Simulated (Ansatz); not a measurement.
# Geometry relaxation, with input and output: TaSi₂ (part 1 of 2)

- system: TaSi₂ (P6₂22, 9 atoms in the cell)
- method: DFT PBE, scalar-relativistic, plane waves, PAW, no spin polarisation (Ansatz 0.2.0)

The structure derives from an entry of the Crystallography Open Database. It belongs to a series of runs on one base structure; here: volume × 1.03, shape and atoms relaxed. Figures and captions count atoms from 1; the log counts them from 0 in places.

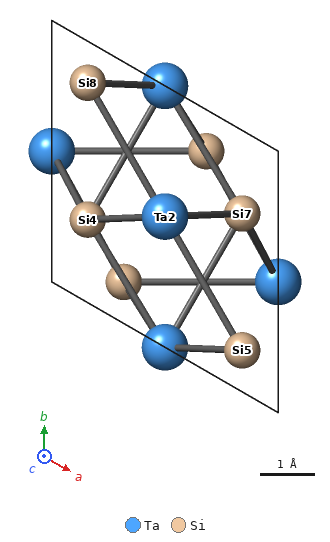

*The input geometry (ball-and-stick view of the cell of the calculation, along the c axis; atoms are numbered from 1 in the order of the input).*

## Results in brief

| quantity | value |
| --- | --- |
| outcome | converged |
| space group (tolerance 0.01 Å) | P6₂22 (180) |
| electrons treated | 63 |
| free energy | −33615.8632 eV |
| Fermi energy | 14.487 eV |
| gap on the k-point mesh | none (metallic) |
| pressure | −5.06 GPa |
| final volume | 135.91 Å³ |
| largest force (length of the vector) at the end | 0.001 eV/Å |
| final cell | a = 4.859 Å, b = 4.859 Å, c = 6.646 Å, α = 90.00°, β = 90.00°, γ = 120.00° |
| hardware | 2 threads of Intel Xeon (Granite Rapids), 192 GiB of memory available, shared host |
| wall time | 39 s (CPU time 76 s) |
| peak memory | 0.66 GiB |

## Notes

Spin–orbit coupling is left out, which matters for Ta. The cell is under a tension of 5.1 GPa at this level, so it is not at its equilibrium volume.

## Input
```yaml
crystal:
  lattice:
    - [4.8532915116, 0.0, 0.0]
    - [-2.4266457558, 4.203073741, 0.0]
    - [0.0, 0.0, 6.6626718259]
  atoms:
    - { symbol: Ta, position: [0.5, 0.0, 0.5] }
    - { symbol: Ta, position: [0.5, 0.5, 0.8333333333] }
    - { symbol: Ta, position: [0.0, 0.5, 0.1666666667] }
    - { symbol: Si, position: [0.1589210528, 0.3178421056, 0.5] }
    - { symbol: Si, position: [0.8410789472, 0.1589210528, 0.8333333333] }
    - { symbol: Si, position: [0.6821578944, 0.8410789472, 0.1666666667] }
    - { symbol: Si, position: [0.8410789472, 0.6821578944, 0.5] }
    - { symbol: Si, position: [0.1589210528, 0.8410789472, 0.8333333333] }
    - { symbol: Si, position: [0.3178421056, 0.1589210528, 0.1666666667] }
basis:
  ecutwfc: 420
kpoints:
  mp_grid: { grid: [12, 12, 6] }
hamiltonian:
  xc: pbe
scf:
  occupations: { method: gaussian, width: 0.1 }
output:
  forces: true
  stress: true
  eigenvalues: true
  write_density: true
  write_potential: true
  elf: true
  volumetric_format: npy
relax:
  adjacent_minimum: "off"
  f_tol: 0.01
  max_steps: 30
  cell: { stress_tol: 0.1, fix: [volume] }
```

Launch command:
```bash
ansatz run input.yaml --threads 2 --pin off --max-ram 5120MiB --backend cpu --events-out ev --progress --plain --runs-dir out
```

## The program's output
```
Engine: ansatz 0.2.0, x86_64-unknown-linux-gnu
Pseudopotentials: kind: paw
Pseudopotential: Ta, paw, valence charge 13, recommended cutoff 420 eV (normal), Ta.paw.azcp
Pseudopotential: Si, paw, valence charge 4, recommended cutoff 420 eV (normal), Si.paw.azcp
Functional definition: PBE
  parameter kappa = 0.804
  parameter beta = 0.06672455060314922
  exchange = pbe_x(kappa = kappa, mu = beta*pi^2/3)
  correlation = pbe_c(beta = beta)
Crystal: 9 atoms, lattice volume = 135.910 Å³
Basis set: ecut = 420 eV, 2621 PW (Γ), exchange–correlation on 72×72×90 points (8 copies of the dense FFT grid, shifted against one another)
Bands: 41, of which v1, the nominal top of the filled ones, is band 32 counted from 1 (31 counted from 0)
Symmetry: 12 space group operations
Space group: P6222 (ITA 180), of the structure as read, at distance tolerance 5.1e-5 Å
k-points: 76 of 864 (time reversal used)
Non-local potential: Ta, projectors of the file, l = 0: 3, l = 1: 2, l = 2: 2, l = 3: 1
Non-local potential: Si, projectors of the file, l = 0: 2, l = 1: 2, l = 2: 2
PAW form: soft (Blöchl's): semilocal exchange-correlation on the pseudo side does not see the compensation charge
PAW one-centre angular grid: Ta, 590 points (default); XC on 64 Gauss nodes
PAW one-centre angular grid: Si, 110 points (default); XC on 64 Gauss nodes
Initial density: superposition of atomic densities (neutral atoms: chi_scale 0, normalization atom), corrected by the library's trained network
Initial wavefunctions: pseudopotential atomic-orbital guess
Functional: x = pbe(κ = 0.804, μ = 0.2195149727645171), c = pbe(β = 0.06672455060314922)
SCF iter   1: F=—  HF=-33615.860003 eV  |F-HF|=—  |Δ(HF+E_count)|=         —  Δρ=3.81e-3  dr2=1.37e-2  ethr=1.77e-3  ⟨swp⟩=6.8  Hψ=14504  notcnv=0
preconditioner: auto → Kerker (q_TF=auto, 2.400 Å⁻¹)  [metal: Δε(μ)=0.035 eV  Ē_g=7.113 eV  σ=0.100 eV  W_gap=0.19  n_scr=22 (ndim 8)  ℏωp=19.9 eV  f_vac=0.000  D(μ)=3.67/eV (n_scr^D=22)]
SCF iter   2: F=—  HF=-33615.861179 eV  |F-HF|=—  |Δ(HF+E_count)|=   1.18e-3  Δρ=2.12e-3  dr2=3.14e-3  ethr=2.18e-5  ⟨swp⟩=2.1  Hψ=4361  notcnv=0
SCF iter   3: F=—  HF=-33615.862159 eV  |F-HF|=—  |Δ(HF+E_count)|=   9.81e-4  Δρ=5.16e-4  dr2=3.16e-4  ethr=4.98e-6  ⟨swp⟩=1.7  Hψ=3786  notcnv=0
SCF iter   4: F=—  HF=-33615.862155 eV  |F-HF|=—  |Δ(HF+E_count)|=   4.44e-6  Δρ=9.16e-5  dr2=1.24e-5  ethr=5.01e-7  ⟨swp⟩=2.5  Hψ=4097  notcnv=0
SCF iter   5: F=—  HF=-33615.862114 eV  |F-HF|=—  |Δ(HF+E_count)|=   4.04e-5  Δρ=1.38e-5  dr2=2.37e-7  ethr=1.97e-8  ⟨swp⟩=2.1  Hψ=4305  notcnv=0
SCF iter   6: F=-33615.862114 eV  HF=-33615.862114 eV  |F-HF|=2.42e-9  |Δ(HF+E_count)|=   3.48e-9  Δρ=2.37e-6  dr2=7.89e-9  ethr=1.59e-10  ⟨swp⟩=13.9  Hψ=21792  notcnv=0
SCF 1 converged in 6 iterations: F = -33615.862114 eV  dr2 = 7.89e-9
  greatest PAW one-centre occupation: 0.999 electrons in one spin orbital (limit 2), on the Ta atom at site 2 (counted from 0), in its partial waves of l = 0
relax step   1: F+E_penalty+E_count = -33615.86211429 eV  Δ(F+E_penalty+E_count) = +0.000e0 eV  max|allowed force component| = 5.550e-3 eV/Å  Δτ_max = 0.0000 Å  P = -5.147 GPa  Ω = 135.910 Å³  fix = [volume]  reactions: volume -5.147 GPa  (6 SCF iters, dr2 threshold 1.00e-7 eV, accepted)
Basis set: ecut = 420 eV, 2669 PW (Γ), exchange–correlation on 72×72×90 points (8 copies of the dense FFT grid, shifted against one another)
Initial density: handed on by an earlier stage of this run
Initial wavefunctions: those handed on with the density
iter 1 solved again at ethr=6.30e-7 eV; its pass at ethr=3.10e-3 eV (dr2=3.97e-4 eV) is discarded
SCF iter   1: F=—  HF=-33615.863290 eV  |F-HF|=—  |Δ(HF+E_count)|=         —  Δρ=6.45e-4  dr2=6.05e-4  ethr=6.30e-7  ⟨swp⟩=3.0  Hψ=15849  notcnv=0
preconditioner: auto → Kerker (q_TF=auto, 2.400 Å⁻¹)  [metal: Δε(μ)=0.037 eV  Ē_g=7.125 eV  σ=0.100 eV  W_gap=0.20  n_scr=22 (ndim 8)  ℏωp=19.9 eV  f_vac=0.000  D(μ)=3.61/eV (n_scr^D=22)]
SCF iter   2: F=—  HF=-33615.863100 eV  |F-HF|=—  |Δ(HF+E_count)|=   1.90e-4  Δρ=3.68e-4  dr2=2.06e-4  ethr=6.30e-7  ⟨swp⟩=1.0  Hψ=3116  notcnv=0
SCF iter   3: F=—  HF=-33615.863022 eV  |F-HF|=—  |Δ(HF+E_count)|=   7.78e-5  Δρ=3.46e-5  dr2=1.12e-6  ethr=3.27e-7  ⟨swp⟩=2.8  Hψ=5339  notcnv=0
SCF iter   4: F=-33615.863022 eV  HF=-33615.863022 eV  |F-HF|=2.77e-8  |Δ(HF+E_count)|=   1.41e-7  Δρ=6.12e-6  dr2=5.89e-8  ethr=1.43e-9  ⟨swp⟩=11.6  Hψ=23127  notcnv=0
SCF 2 converged in 4 iterations: F = -33615.863022 eV  dr2 = 5.89e-8
relax step   2: F+E_penalty+E_count = -33615.86302168 eV  Δ(F+E_penalty+E_count) = -9.074e-4 eV  max|allowed force component| = 6.067e-3 eV/Å  Δτ_max = 0.0002 Å  P = -5.018 GPa  Ω = 135.910 Å³  energy of the carried Pulay correction = -9.756e-6 eV  fix = [volume]  reactions: volume -5.018 GPa  (4 SCF iters, dr2 threshold 9.00e-7 eV, accepted)
iter 1 solved again at ethr=5.65e-8 eV; its pass at ethr=3.10e-3 eV (dr2=3.56e-5 eV) is discarded
SCF iter   1: F=—  HF=-33615.863281 eV  |F-HF|=—  |Δ(HF+E_count)|=         —  Δρ=1.91e-4  dr2=5.38e-5  ethr=5.65e-8  ⟨swp⟩=3.0  Hψ=15637  notcnv=0
preconditioner: auto → Kerker (q_TF=auto, 2.400 Å⁻¹)  [metal: Δε(μ)=0.027 eV  Ē_g=7.124 eV  σ=0.100 eV  W_gap=0.15  n_scr=22 (ndim 8)  ℏωp=19.9 eV  f_vac=0.000  D(μ)=3.63/eV (n_scr^D=22)]
SCF iter   2: F=—  HF=-33615.863231 eV  |F-HF|=—  |Δ(HF+E_count)|=   5.05e-5  Δρ=1.09e-4  dr2=1.85e-5  ethr=5.65e-8  ⟨swp⟩=1.0  Hψ=3116  notcnv=0
SCF iter   3: F=-33615.863223 eV  HF=-33615.863224 eV  |F-HF|=1.96e-8  |Δ(HF+E_count)|=   7.02e-6  Δρ=9.92e-6  dr2=8.46e-8  ethr=3.61e-10  ⟨swp⟩=9.5  Hψ=24775  notcnv=0
SCF 3 converged in 3 iterations: F = -33615.863223 eV  dr2 = 8.46e-8
relax step   3: F+E_penalty+E_count = -33615.86322349 eV  Δ(F+E_penalty+E_count) = -2.018e-4 eV  max|allowed force component| = 5.500e-4 eV/Å  Δτ_max = 0.0001 Å  P = -5.057 GPa  Ω = 135.910 Å³  energy of the carried Pulay correction = -6.886e-6 eV  fix = [volume]  reactions: volume -5.057 GPa  (3 SCF iters, dr2 threshold 2.27e-7 eV, accepted)
Initial wavefunctions: pseudopotential atomic-orbital guess (no wavefunctions were taken with the density)
iter 1 solved again at ethr=3.21e-7 eV; its pass at ethr=3.10e-3 eV (dr2=2.02e-4 eV) is discarded
SCF iter   1: F=—  HF=-33615.863269 eV  |F-HF|=—  |Δ(HF+E_count)|=         —  Δρ=2.32e-5  dr2=9.31e-8  ethr=3.21e-7  ⟨swp⟩=3.0  Hψ=21792  notcnv=0
eigensolver tolerance schedule: the retry pair's looser diagonalisation over-reported the residual by 2171.83 of it (diagonalisation noise at 0.29 of the residual, at the tolerance the schedule requests for it); recorded, not acted on — ethr = c·dr2/N_el stays at c = 1.0e-1
SCF iter   2: F=—  HF=-33615.863236 eV  |F-HF|=—  |Δ(HF+E_count)|=   3.32e-5  Δρ=1.21e-5  dr2=3.78e-8  ethr=1.48e-10  ⟨swp⟩=3.1  Hψ=6315  notcnv=0
SCF iter   3: F=—  HF=-33615.863237 eV  |F-HF|=—  |Δ(HF+E_count)|=   3.15e-7  Δρ=1.37e-6  dr2=2.47e-9  ethr=6.01e-11  ⟨swp⟩=2.0  Hψ=4624  notcnv=0
SCF iter   4: F=-33615.863237 eV  HF=-33615.863237 eV  |F-HF|=1.34e-9  |Δ(HF+E_count)|=   1.39e-9  Δρ=8.86e-7  dr2=2.67e-10  ethr=1.00e-12  ⟨swp⟩=6.8  Hψ=17675  notcnv=0
SCF 4 converged in 4 iterations: F = -33615.863237 eV  dr2 = 2.67e-10
relax step   4: F+E_penalty+E_count = -33615.86323654 eV  Δ(F+E_penalty+E_count) = -1.304e-5 eV  max|allowed force component| = 5.196e-4 eV/Å  Δτ_max = 0.0000 Å  P = -5.057 GPa  Ω = 135.910 Å³  fix = [volume]  reactions: volume -5.057 GPa  stress off target by 2.91e-3 GPa on what of the cell is left free  SCF on the basis re-selected at this cell (its energy is not comparable with the rows above)  (4 SCF iters)
```

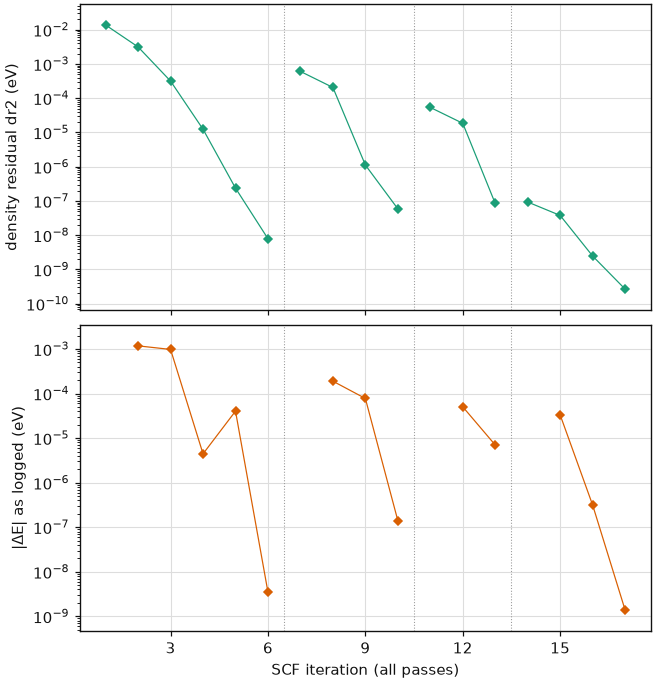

*Convergence of the self-consistent field: density residual dr2 and size of the energy change against the SCF iteration. The dotted lines part the SCF passes of the relaxation: geometry steps, rejected trials and re-solves on a re-selected basis.*

The passes take 6, 4, 3 and 4 iterations.

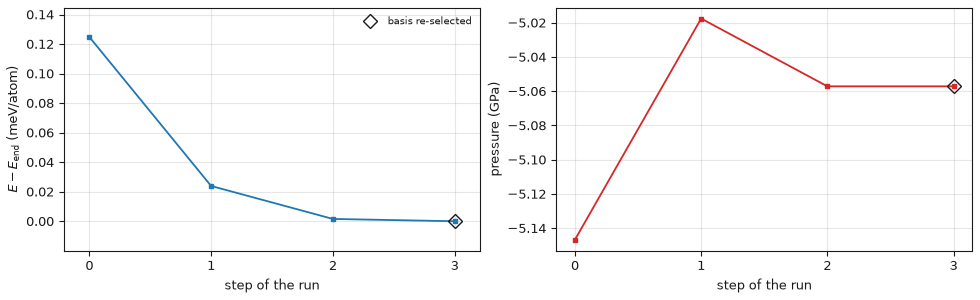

*Progress of the relaxation, step by step (the first geometry is step 0 here and step 1 in the log).*

After 2 geometry steps the energy has fallen by 0.1 meV per atom. The largest force component goes from 0.0056 to 0.00052 eV/Å. The pressure goes from −5.15 to −5.06 GPa. No atom moves by more than 0.005 Å relative to the cell. The space group stays P6_222 (No. 180). A last SCF at the same geometry on a re-selected plane-wave basis shifts the energy by next to nothing (0.0 meV per atom). (Atoms are counted from 1 in the order of the input.)

```
basis re-selected at this cell: Δ(F+E_penalty+E_count) = -1.304e-5 eV, ΔP = +0.000 GPa vs the last step (what re-selecting the basis moved, of the pressure what is left beyond the Pulay correction that the steps carried, after the strain that the cell walked since its last selection, with what the two solves' SCF thresholds leave and, on support functions, any second-order correction that the steps lacked; it is no measure of the basis error at this ecutwfc). This SCF's stress stands 2.91e-3 GPa from its target on what of the cell is left free (relax.cell.stress_tol is 1.00e-1 GPa) and its largest allowed force component is 5.20e-4 eV/Å (relax.f_tol is 1.00e-2 eV/Å): within both
SCF converged after 4 iterations
Free energy (F): -33615.863237 eV
Harris-Foulkes:  -33615.863237 eV  (|F-HF|=1.34e-9)
Internal energy: -33615.845076 eV  (E = F + TS)
E sigma→0 (E₀):  -33615.854157 eV
Entropy (-TS):   -0.018160 eV (-2.018 meV/atom)
Fermi energy:    14.487430 eV
```
